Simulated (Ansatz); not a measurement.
Geometry relaxation, with input and output: SiO$_{2}$ (part 3 of 3)

Continued. System: SiO$_{2}$ (12 atoms in the cell). Method: DFT PBE, scalar-relativistic, plane waves, PAW, no spin polarisation (Ansatz 0.2.0); cutoff 420 eV, 6×6×4 k-mesh, Gaussian smearing of 0.02 eV. The structure derives from an entry of the Crystallography Open Database.

Geometry of the input (Å; fractional positions):
```
4.9820  0.0000  0.0000
0.0000  4.9820  0.0000
0.0000  0.0000  6.9630
Si 0.2990  0.2990  0.0000
Si 0.2010  0.7990  0.2500
Si 0.7010  0.7010  0.5000
Si 0.7990  0.2010  0.7500
O  0.2399  0.1035  0.1781
O  0.3965  0.7399  0.4281
O  0.7601  0.8965  0.6781
O  0.6035  0.2601  0.9281
O  0.7399  0.3965  0.5719
O  0.8965  0.7601  0.3219
O  0.2601  0.6035  0.0719
O  0.1035  0.2399  0.8219
```

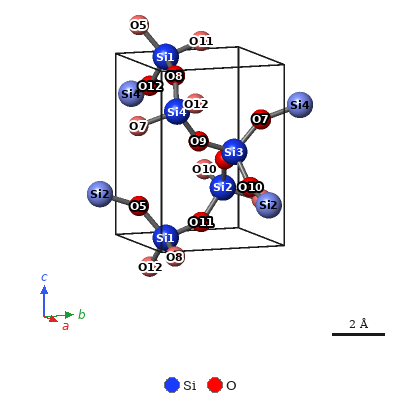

The geometry at step 6 of the log (ball-and-stick view of the cell of the calculation, seen slightly off an axis; neighbours outside the cell are drawn fainter; atoms are numbered from 1 in the order of the input).

**Log, continued**
```
SCF iter   1: F=—  HF=-7096.380758 eV  |F-HF|=—  |Δ(HF+E_count)|=         —  Δρ=7.09e-5  dr2=2.67e-7  ethr=2.83e-7  ⟨swp⟩=4.3  Hψ=10339  notcnv=0
preconditioner: auto → Resta (q_TF=auto, 2.289 Å⁻¹)  ε∞=2.8  [insulator: Δε(μ)=5.511 eV  Ē_g=16.435 eV  σ=0.020 eV  W_gap=1.00  n_scr=36 (ndim 8)  ℏωp=21.9 eV  f_vac=0.255  D(μ)=0.00/eV (n_scr^D=0)  ε∞_Penn≈2.8]
SCF iter   2: F=—  HF=-7096.381364 eV  |F-HF|=—  |Δ(HF+E_count)|=   6.06e-4  Δρ=3.55e-5  dr2=6.31e-8  ethr=4.17e-10  ⟨swp⟩=3.2  Hψ=2818  notcnv=0
SCF iter   3: F=—  HF=-7096.381524 eV  |F-HF|=—  |Δ(HF+E_count)|=   1.60e-4  Δρ=2.97e-6  dr2=1.88e-9  ethr=9.86e-11  ⟨swp⟩=2.0  Hψ=2280  notcnv=0
SCF iter   4: F=—  HF=-7096.381525 eV  |F-HF|=—  |Δ(HF+E_count)|=   9.24e-7  Δρ=6.11e-7  dr2=2.79e-10  ethr=2.94e-12  ⟨swp⟩=2.0  Hψ=2103  notcnv=0
SCF iter   5: F=-7096.381525 eV  HF=-7096.381525 eV  |F-HF|=3.04e-10  |Δ(HF+E_count)|=   7.56e-9  Δρ=2.62e-7  dr2=5.64e-11  ethr=1.00e-12  ⟨swp⟩=7.5  Hψ=6457  notcnv=0
SCF 13 converged in 5 iterations: F = -7096.381525 eV  dr2 = 5.64e-11
  greatest PAW one-centre occupation: 0.860 electrons in one spin orbital (limit 2), on the O atom at site 7 (counted from 0), in its partial waves of l = 0
relax step  13: F+E_penalty+E_count = -7096.38152458 eV  Δ(F+E_penalty+E_count) = -1.357e-3 eV  max|allowed force component| = 3.223e-3 eV/Å  Δτ_max = 0.0000 Å  P = -0.008 GPa  Ω = 183.515 Å³  stress off target by 2.22e-2 GPa  SCF on the basis re-selected at this cell (its energy is not comparable with the rows above)  (5 SCF iters)
basis re-selected at this cell: Δ(F+E_penalty+E_count) = -1.357e-3 eV, ΔP = +0.003 GPa vs the last step (what re-selecting the basis moved, of the pressure what is left beyond the Pulay correction that the steps carried, after the strain that the cell walked since its last selection, with what the two solves' SCF thresholds leave and, on support functions, any second-order correction that the steps lacked; it is no measure of the basis error at this ecutwfc). This SCF's stress stands 2.22e-2 GPa from its target on what of the cell is left free (relax.cell.stress_tol is 5.00e-2 GPa) and its largest allowed force component is 3.22e-3 eV/Å (relax.f_tol is 5.00e-3 eV/Å): within both
SCF converged after 5 iterations
Free energy (F): -7096.381525 eV
Harris-Foulkes:  -7096.381525 eV  (|F-HF|=3.04e-10)
Internal energy: -7096.381525 eV  (E = F + TS)
E sigma→0 (E₀):  -7096.381525 eV
Fermi energy:    3.646384 eV
--- Per-component energies (eV) ---
  E_band       = -383.681961
  E_kinetic    = 1605.510317
  E_local      = -4682.815798  (includes V_loc(G=0)·N_el)
  E_nonlocal   = 479.297315
  E_hartree    = 1733.215720
  E_xc         = -815.388845
  E_vxc        = -946.185265  (∫ρ·V_xc dr)
  E_paw        = -3324.570566  (= ΣΔE_a)
  E_vpaw       = -305.941087  (= ΣTr[D̂ρ^β])
  E_aug_tail   = 0.020803  (compensation charges beyond the density's cutoff)
  E_ewald      = -2091.650470
  E_smearing   = -0.000000  (= −TS)
  E_closure    = 0.000000  (closes the sum)
  Σ components = -7096.381525   (vs F -7096.381525, Δ=0.00e0)
--- Forces (eV/Å), atoms counted from 1 ---
  atom   1  Si    -0.00242719    -0.00242719    -0.00000000
  atom   2  Si     0.00242719    -0.00242719     0.00000000
  atom   3  Si     0.00242719     0.00242719    -0.00000000
  atom   4  Si    -0.00242719     0.00242719     0.00000000
  atom   5  O      0.00057907     0.00230684    -0.00322261
  atom   6  O     -0.00230684     0.00057907    -0.00322261
  atom   7  O     -0.00057907    -0.00230684    -0.00322261
  atom   8  O      0.00230684    -0.00057907    -0.00322261
  atom   9  O      0.00057907    -0.00230684     0.00322261
  atom  10  O     -0.00230684    -0.00057907     0.00322261
  atom  11  O     -0.00057907     0.00230684     0.00322261
  atom  12  O      0.00230684     0.00057907     0.00322261
  max |Σ_I F_I| component: 1.04e-17 eV/Å
--- Stress (GPa, compression-positive) ---
       -0.001604       0.000000      -0.000000
        0.000000      -0.001604      -0.000000
       -0.000000      -0.000000      -0.022237
  P = ⅓ Tr σ = -0.0085 GPa (-0.085 kbar)
--- Band table (eV; the first three rows and the last of 30) ---
  k-point 0: bands = ["-18.4121", "-17.5509", "-17.5509", "-16.4265", "-16.3987", "-16.3978", "-16.3827", "-16.3827", "-8.6377", "-6.5191", "-6.5191", "-4.8251", "-4.7502", "-4.7502", "-4.2845", "-4.1479", "-1.9427", "-1.9427", "-1.9318", "-1.4307", "-1.3786", "-1.1180", "-0.9275", "-0.8779", "-0.8779", "-0.3866", "-0.3866", "-0.2554", "0.2252", "0.6380", "0.6380", "0.8906", "6.4022", "9.5702", "9.5702", "9.7696", "9.7696", "10.2345", "10.4937", "11.6473", "11.6473", "11.8443", "11.8865", "12.0504"]
  k-point 1: bands = ["-18.3521", "-17.9014", "-17.1646", "-16.5282", "-16.3958", "-16.3958", "-16.3855", "-16.3844", "-8.4625", "-7.2905", "-5.7975", "-4.9275", "-4.7174", "-4.6539", "-4.3778", "-4.2445", "-1.9106", "-1.8845", "-1.8372", "-1.3767", "-1.3088", "-1.0969", "-1.0780", "-0.9421", "-0.9143", "-0.7778", "-0.1290", "0.0540", "0.2745", "0.4634", "0.5944", "0.7798", "6.7328", "8.6886", "9.7452", "10.0071", "10.2711", "10.3565", "10.3711", "11.2837", "11.3373", "11.7074", "11.8729", "12.1474"]
  k-point 2: bands = ["-18.1770", "-18.1770", "-16.7990", "-16.7990", "-16.3909", "-16.3909", "-16.3898", "-16.3898", "-7.9797", "-7.9797", "-5.2475", "-5.2475", "-4.5685", "-4.5685", "-4.4582", "-4.4582", "-1.8559", "-1.8559", "-1.5626", "-1.5626", "-1.1448", "-1.1448", "-1.0275", "-1.0275", "-1.0145", "-1.0145", "0.1521", "0.1521", "0.3948", "0.3948", "0.4999", "0.4999", "7.5920", "7.5920", "10.2246", "10.2246", "10.2478", "10.2478", "10.9334", "10.9334", "10.9913", "10.9913", "12.1686", "12.1686"]
  k-point 29: bands = ["-17.5258", "-17.5258", "-17.5258", "-17.5258", "-16.4402", "-16.4402", "-16.4402", "-16.4402", "-6.5417", "-6.5417", "-6.5417", "-6.5417", "-4.1847", "-4.1847", "-4.1847", "-4.1847", "-1.9967", "-1.9967", "-1.9967", "-1.9967", "-1.2772", "-1.2772", "-1.2772", "-1.2772", "-0.4338", "-0.4338", "-0.4338", "-0.4338", "0.2501", "0.2501", "0.2501", "0.2501", "9.9052", "9.9052", "9.9052", "9.9052", "10.4170", "10.4170", "10.4170", "10.4170", "11.1035", "11.1035", "11.1035", "11.1035"]
--- Relaxed structure (10 steps of the walk, 9 accepted, 3 SCFs on fresh bases) ---
  F+E_penalty+E_count = -7096.38152458 eV   max|allowed force component| = 3.223e-3 eV/Å   (the final SCF, on the basis selected at the relaxed cell)
  cell:  # Å, volume = 183.5151 Å³
    - [5.083699368383819, 2.7991722687071438e-34, -5.560827092948012e-18]
    - [-4.091097931187364e-34, 5.083699368383819, 9.043479182709804e-34]
    - [-7.77198696270514e-18, 1.264415721761016e-33, 7.100877102644987]
  atoms:
    - { symbol: Si, position: [0.2938575768668235, 0.2938575768668235, 3.4053730346995214e-20] }
    - { symbol: Si, position: [0.2061424231331765, 0.7938575768668235, 0.25] }
    - { symbol: Si, position: [0.7061424231331765, 0.7061424231331765, 0.5] }
    - { symbol: Si, position: [0.7938575768668235, 0.2061424231331765, 0.7500000000000001] }
    - { symbol: O, position: [0.2411801018746699, 0.09345263095594629, 0.17422575150019226] }
    - { symbol: O, position: [0.40654736904405375, 0.74118010187467, 0.4242257515001923] }
    - { symbol: O, position: [0.7588198981253299, 0.9065473690440539, 0.6742257515001924] }
    - { symbol: O, position: [0.5934526309559461, 0.2588198981253301, 0.9242257515001924] }
    - { symbol: O, position: [0.74118010187467, 0.40654736904405375, 0.5757742484998077] }
    - { symbol: O, position: [0.9065473690440539, 0.7588198981253299, 0.32577424849980774] }
    - { symbol: O, position: [0.2588198981253301, 0.5934526309559461, 0.07577424849980777] }
    - { symbol: O, position: [0.09345263095594629, 0.2411801018746699, 0.8257742484998077] }
```

**Trajectory as extended XYZ (Å, eV, eV/Å), 8 of the 13 frames kept, from step=1 to step=13**
```
12
Lattice="4.9820 0.0000 0.0000 0.0000 4.9820 0.0000 0.0000 0.0000 6.9630" Properties=species:S:1:pos:R:3:forces:R:3 step=1 energy=-7096.24996 pressure_GPa=6.29
Si    1.4895    1.4895    0.0000    0.0995   0.0995   0.0000
Si    1.0015    3.9805    1.7408   -0.0995   0.0995   0.0000
Si    3.4925    3.4925    3.4815   -0.0995  -0.0995   0.0000
Si    3.9805    1.0015    5.2222    0.0995  -0.0995   0.0000
O     1.1951    0.5155    1.2403   -0.0790   0.0939   0.3904
O     1.9755    3.6861    2.9811   -0.0939  -0.0790   0.3904
O     3.7869    4.4665    4.7218    0.0790  -0.0939   0.3904
O     3.0065    1.2959    6.4626    0.0939   0.0790   0.3904
O     3.6861    1.9755    3.9819   -0.0790  -0.0939  -0.3904
O     4.4665    3.7869    2.2412   -0.0939   0.0790  -0.3904
O     1.2959    3.0065    0.5004    0.0790   0.0939  -0.3904
O     0.5155    1.1951    5.7227    0.0939  -0.0790  -0.3904
12
Lattice="5.0511 0.0000 0.0000 0.0000 5.0511 0.0000 0.0000 0.0000 7.0526" Properties=species:S:1:pos:R:3:forces:R:3 step=3 energy=-7096.34833 pressure_GPa=0.11
Si    1.5009    1.5009    0.0000    0.0103   0.0103   0.0000
Si    1.0246    4.0265    1.7632   -0.0103   0.0103   0.0000
Si    3.5502    3.5502    3.5263   -0.0103  -0.0103   0.0000
Si    4.0265    1.0246    5.2895    0.0103  -0.0103   0.0000
O     1.2131    0.5064    1.2518   -0.0098  -0.0075   0.0096
O     2.0191    3.7386    3.0150    0.0075  -0.0098   0.0096
O     3.8380    4.5447    4.7781    0.0098   0.0075   0.0096
O     3.0320    1.3125    6.5413   -0.0075   0.0098   0.0096
O     3.7386    2.0191    4.0376   -0.0098   0.0075  -0.0096
O     4.5447    3.8380    2.2745    0.0075   0.0098  -0.0096
O     1.3125    3.0320    0.5113    0.0098  -0.0075  -0.0096
O     0.5064    1.2131    5.8008   -0.0075  -0.0098  -0.0096
12
Lattice="5.0548 0.0000 0.0000 0.0000 5.0548 0.0000 0.0000 0.0000 7.0466" Properties=species:S:1:pos:R:3:forces:R:3 step=4 energy=-7096.34810 pressure_GPa=0.02
Si    1.5025    1.5025    0.0000   -0.0075  -0.0075   0.0000
Si    1.0249    4.0299    1.7616    0.0075  -0.0075   0.0000
Si    3.5523    3.5523    3.5233    0.0075   0.0075   0.0000
Si    4.0299    1.0249    5.2849   -0.0075   0.0075   0.0000
O     1.2129    0.5063    1.2509   -0.0001   0.0047  -0.0018
O     2.0212    3.7404    3.0126   -0.0047  -0.0001  -0.0018
O     3.8419    4.5486    4.7742    0.0001  -0.0047  -0.0018
O     3.0337    1.3145    6.5358    0.0047   0.0001  -0.0018
O     3.7404    2.0212    4.0340   -0.0001  -0.0047   0.0018
O     4.5486    3.8419    2.2723   -0.0047   0.0001   0.0018
O     1.3145    3.0337    0.5107    0.0001   0.0047   0.0018
O     0.5063    1.2129    5.7956    0.0047  -0.0001   0.0018
12
Lattice="5.0557 0.0000 0.0000 0.0000 5.0557 0.0000 0.0000 0.0000 7.0506" Properties=species:S:1:pos:R:3:forces:R:3 step=6 energy=-7096.37844 pressure_GPa=0.31
Si    1.5017    1.5017    0.0000   -0.0013  -0.0013   0.0000
Si    1.0262    4.0295    1.7627    0.0013  -0.0013   0.0000
Si    3.5540    3.5540    3.5253    0.0013   0.0013   0.0000
Si    4.0295    1.0262    5.2880   -0.0013   0.0013   0.0000
O     1.2134    0.5047    1.2504   -0.0001   0.0007   0.0008
O     2.0231    3.7412    3.0131   -0.0007  -0.0001   0.0008
O     3.8423    4.5510    4.7757    0.0001  -0.0007   0.0008
O     3.0325    1.3144    6.5384    0.0007   0.0001   0.0008
O     3.7412    2.0231    4.0375   -0.0001  -0.0007  -0.0008
O     4.5510    3.8423    2.2749   -0.0007   0.0001  -0.0008
O     1.3144    3.0325    0.5122    0.0001   0.0007  -0.0008
O     0.5047    1.2134    5.8002    0.0007  -0.0001  -0.0008
12
Lattice="5.0825 0.0000 0.0000 0.0000 5.0825 0.0000 0.0000 0.0000 7.0816" Properties=species:S:1:pos:R:3:forces:R:3 step=8 energy=-7096.37115 pressure_GPa=0.17 accepted=F
Si    1.4922    1.4922    0.0000    0.0010   0.0010   0.0000
Si    1.0491    4.0335    1.7704   -0.0010   0.0010   0.0000
Si    3.5903    3.5903    3.5408   -0.0010  -0.0010   0.0000
Si    4.0335    1.0491    5.3112    0.0010  -0.0010   0.0000
O     1.2251    0.4757    1.2389    0.0081   0.0370  -0.0351
O     2.0656    3.7663    3.0093   -0.0370   0.0081  -0.0351
O     3.8574    4.6068    4.7797   -0.0081  -0.0370  -0.0351
O     3.0169    1.3162    6.5501    0.0370  -0.0081  -0.0351
O     3.7663    2.0656    4.0723    0.0081  -0.0370   0.0351
O     4.6068    3.8574    2.3019   -0.0370  -0.0081   0.0351
O     1.3162    3.0169    0.5315   -0.0081   0.0370   0.0351
O     0.4757    1.2251    5.8427    0.0370   0.0081   0.0351
12
Lattice="5.0805 0.0000 0.0000 0.0000 5.0805 0.0000 0.0000 0.0000 7.0927" Properties=species:S:1:pos:R:3:forces:R:3 step=10 energy=-7096.37150 pressure_GPa=0.00
Si    1.4950    1.4950    0.0000    0.0002   0.0002   0.0000
Si    1.0452    4.0353    1.7732   -0.0002   0.0002   0.0000
Si    3.5855    3.5855    3.5463   -0.0002  -0.0002   0.0000
Si    4.0353    1.0452    5.3195    0.0002  -0.0002   0.0000
O     1.2245    0.4790    1.2387    0.0000  -0.0002   0.0004
O     2.0613    3.7648    3.0118    0.0002   0.0000   0.0004
O     3.8560    4.6015    4.7850    0.0000   0.0002   0.0004
O     3.0192    1.3157    6.5582   -0.0002   0.0000   0.0004
O     3.7648    2.0613    4.0808    0.0000   0.0002  -0.0004
O     4.6015    3.8560    2.3076    0.0002   0.0000  -0.0004
O     1.3157    3.0192    0.5345    0.0000  -0.0002  -0.0004
O     0.4790    1.2245    5.8540   -0.0002   0.0000  -0.0004
12
Lattice="5.0805 0.0000 0.0000 0.0000 5.0805 0.0000 0.0000 0.0000 7.0927" Properties=species:S:1:pos:R:3:forces:R:3 step=11 energy=-7096.38152 pressure_GPa=0.05
Si    1.4950    1.4950    0.0000    0.0002   0.0002   0.0000
Si    1.0452    4.0353    1.7732   -0.0002   0.0002   0.0000
Si    3.5855    3.5855    3.5463   -0.0002  -0.0002   0.0000
Si    4.0353    1.0452    5.3195    0.0002  -0.0002   0.0000
O     1.2245    0.4790    1.2387    0.0000  -0.0001   0.0004
O     2.0613    3.7648    3.0118    0.0001   0.0000   0.0004
O     3.8560    4.6015    4.7850    0.0000   0.0001   0.0004
O     3.0192    1.3157    6.5582   -0.0001   0.0000   0.0004
O     3.7648    2.0613    4.0808    0.0000   0.0001  -0.0004
O     4.6015    3.8560    2.3076    0.0001   0.0000  -0.0004
O     1.3157    3.0192    0.5345    0.0000  -0.0001  -0.0004
O     0.4790    1.2245    5.8540   -0.0001   0.0000  -0.0004
12
Lattice="5.0837 0.0000 0.0000 0.0000 5.0837 0.0000 0.0000 0.0000 7.1009" Properties=species:S:1:pos:R:3:forces:R:3 step=13 energy=-7096.38152 pressure_GPa=-0.01
Si    1.4939    1.4939    0.0000   -0.0024  -0.0024   0.0000
Si    1.0480    4.0357    1.7752    0.0024  -0.0024   0.0000
Si    3.5898    3.5898    3.5504    0.0024   0.0024   0.0000
Si    4.0357    1.0480    5.3257   -0.0024   0.0024   0.0000
O     1.2261    0.4751    1.2372    0.0006   0.0023  -0.0032
O     2.0668    3.7679    3.0124   -0.0023   0.0006  -0.0032
O     3.8576    4.6086    4.7876   -0.0006  -0.0023  -0.0032
O     3.0169    1.3158    6.5628    0.0023  -0.0006  -0.0032
O     3.7679    2.0668    4.0885    0.0006  -0.0023   0.0032
O     4.6086    3.8576    2.3133   -0.0023  -0.0006   0.0032
O     1.3158    3.0169    0.5381   -0.0006   0.0023   0.0032
O     0.4751    1.2261    5.8637    0.0023   0.0006   0.0032
```

**Results in brief**

| quantity | value |
| --- | --- |
| outcome | converged |
| space group (tolerance 0.01 Å) | P4₁2₁2 (92) |
| electrons treated | 64 |
| free energy | −7096.3815 eV |
| Fermi energy | 3.646 eV |
| gap on the k-point mesh | 5.51 eV |
| pressure | −0.01 GPa |
| final volume | 183.52 Å³ |
| largest force (length of the vector) at the end | 0.004 eV/Å |
| final cell | a = 5.084 Å, b = 5.084 Å, c = 7.101 Å, α = 90.00°, β = 90.00°, γ = 90.00° |
| hardware | 4 threads of Intel Xeon @ 2.70GHz, 189 GiB of memory available, shared host |
| wall time | 86 s (CPU time 5.3 min) |
| peak memory | 0.65 GiB |
